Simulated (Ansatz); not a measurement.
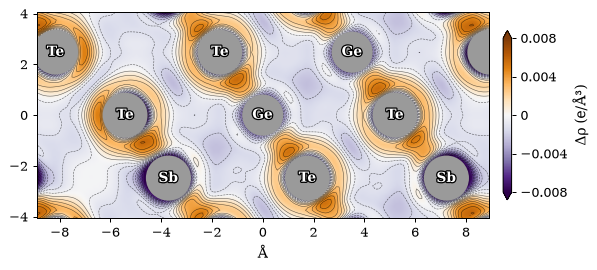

Ge2Sb2Te5: difference of two self-consistent densities at the same geometry, ρ(r2SCAN) − ρ(PBE), on the (110) plane of the conventional cell. Grey discs cover the cores, where the PAW densities can't be compared. Cores are masked to 0.8 Å (Ge), 0.9 Å (Sb) and 0.9 Å (Te).

Space group P-3m1. Spin-orbit coupling, left out here, splits and shifts the levels of such heavy elements, by tenths of an eV up to several eV. The cell comes from a database of computed structures, not from a measurement.

Both runs: Ansatz, scalar-relativistic, plane waves and PAW, same cutoff, k-points and PAW files (made with PBE).

```xyz
9
Lattice="4.2941 0.0000 0.0000 -2.1470 3.7188 0.0000 0.0000 0.0000 17.1013" Properties=species:S:1:pos:R:3 pbc="T T T"
Ge    0.0000    2.4792   15.3416
Ge    2.1471    1.2396    1.7597
Sb    0.0000    0.0000   11.6277
Sb    0.0000    0.0000    5.4736
Te    0.0000    0.0000    0.0000
Te    2.1471    1.2396   13.6547
Te    0.0000    2.4792    3.4466
Te    0.0000    2.4792    9.9207
Te    2.1471    1.2396    7.1807
```

Q: What differs between the two levels of theory?

A: Against PBE, and outside the masked cores, the largest gain, 0.006 e/Å³, lies 1.3 Å from a tellurium nucleus and 1.7 Å from an antimony one, and the largest loss lies at the edge of the masked core of Sb.
- Bader charges are Ge +0.42, Sb +0.54 and Te −0.44 to −0.31 e with PBE and Ge +0.45, Sb +0.58 and Te −0.47 to −0.33 e with r2SCAN.
- At this volume the pressure is 0 GPa with PBE and 0 GPa with r2SCAN.
- The gap on the mesh is 0.28 eV with PBE and 0.22 eV with r2SCAN.
